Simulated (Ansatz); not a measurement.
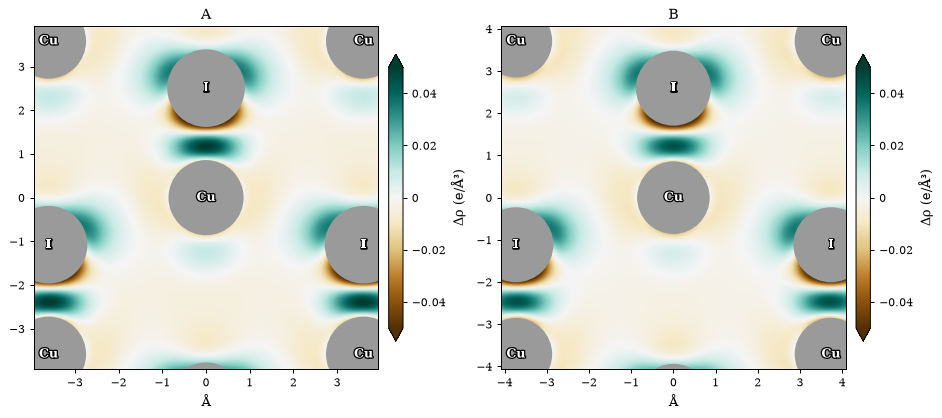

CuI: deformation density on the (001) plane of the conventional cell at two volumes, with the same fractional coordinates and one colour scale. Grey discs cover the cores. Panel A has 90 % of the volume of panel B.

Space group Cmcm. The cell comes from a database of computed structures, not from a measurement.

All numbers below come from Ansatz 0.2.0, DFT PBE, scalar-relativistic, plane waves, PAW.

What changes between the database cell and the scaled one?

From B to A, Cu–I goes from 2.58 to 2.49 Å, and Δρ at its midpoint from +0.06 to +0.07 e/Å³.
The pressure is 1.3 GPa in B and 7.0 GPa in A.
Bader charges in B: Cu +0.29 and I −0.29 e; in A: Cu +0.26 and I −0.26 e.
The rearranged charge is 0.16 e an atom in B and 0.16 e in A.
The scaled cell isn't relaxed: forces reach 1.2 eV/Å.
